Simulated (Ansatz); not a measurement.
## Electronic structure of BiS in real space

Input file:

```
crystal:
  lattice:
    - [3.6468632588, 0.0, 0.0]
    - [-1.8234316294, 3.1582762263, 0.0]
    - [0.0, 0.0, 5.0906398025]
  atoms:
    - { symbol: Bi, position: [0.0, 0.0, 0.0] }
    - { symbol: S, position: [0.0, 0.0, 0.5] }
basis:
  ecutwfc: 420
kpoints:
  mp_grid: { grid: [18, 18, 12] }
hamiltonian:
  xc: pbe
scf:
  occupations: { method: gaussian, width: 0.1 }
output:
  forces: true
  stress: true
  eigenvalues: true
  write_density: true
  write_potential: true
  elf: true
  volumetric_format: npy
relax:
  adjacent_minimum: "off"
  f_tol: 0.01
  max_steps: 80
  cell: { stress_tol: 0.05 }
```

Run with:

```sh
ansatz run input.yaml --threads 1 --pin off --max-ram 2560MiB --backend cpu --events-out ev --progress --plain --runs-dir out
```

Below, planes, directions and counts refer to the conventional cell (a = 3.42 Å, b = 3.42 Å, c = 5.43 Å, α = 90.00°, β = 90.00°, γ = 120.00°).

The fields are those of the run's last geometry, not of the input's.

Space group P6/mmm; a structure generated by program, which may or may not match a known phase; computed without spin polarisation.

These are results of DFT PBE, scalar-relativistic, plane waves, PAW in Ansatz 0.2.0, not measurements.

In a PAW calculation such maps are meaningful between the atoms, not at the nuclei.

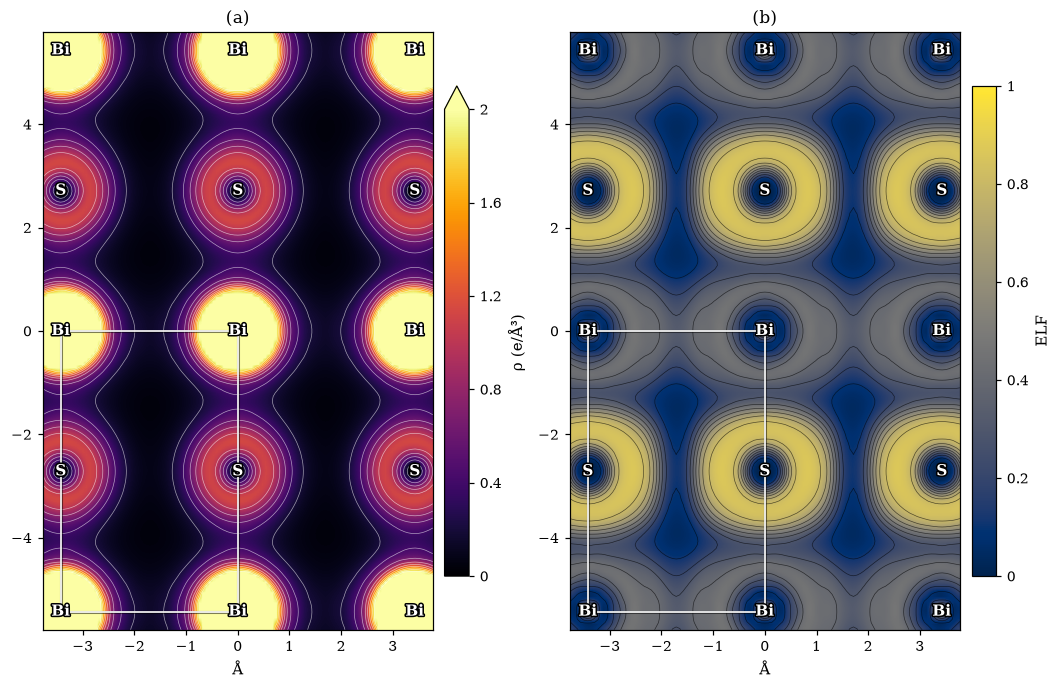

Figure 1. (a) valence charge density (pseudo); (b) ELF on the (100) plane of the conventional cell.

Describe what can be read from this map.

Answer.
- Atoms in the plane: Bi and S.
- Bi–S (2.72 Å): the density is about 0.35 e/Å³ at the midpoint; the ELF peaks at about 0.85 in the valence shell of S, 0.8 Å from its nucleus, and drops to about 0.30 between the two atoms.
- Between the atoms the lowest density in this plane is 0.04 e/Å³.
- The ELF also peaks beside S, away from the bonds: lone-pair regions.
- The features right at Bi lie inside the PAW spheres, where the map follows smoothed inner orbitals and isn't to be read closely.

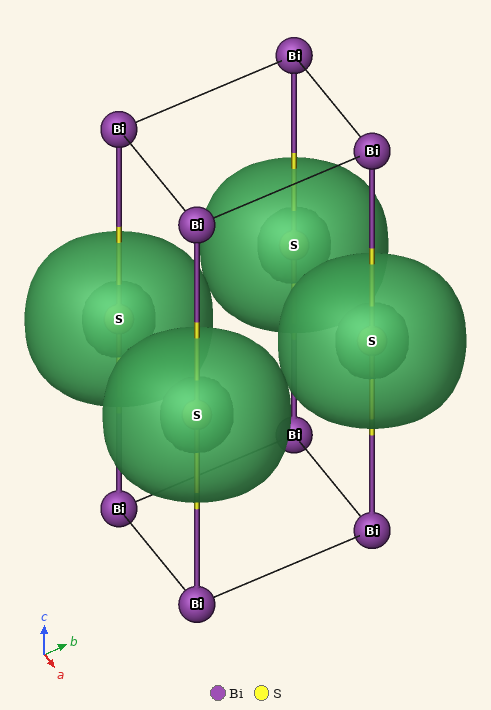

Figure 2. Isosurface of the electron localisation function at 0.65 (green), seen at an oblique angle. Core shells and regions of very low density are left out. Sticks mark near contacts.

Identify the bonds, lone pairs and shells in this picture.

Answer. The surface consists of one region wrapped around S (its valence shell), counted in one cell of 2 atoms. Regions shared between cells count once.

Metal or insulator at this level of theory?

Answer. It is metallic or semimetallic at this level of theory: no gap opens.
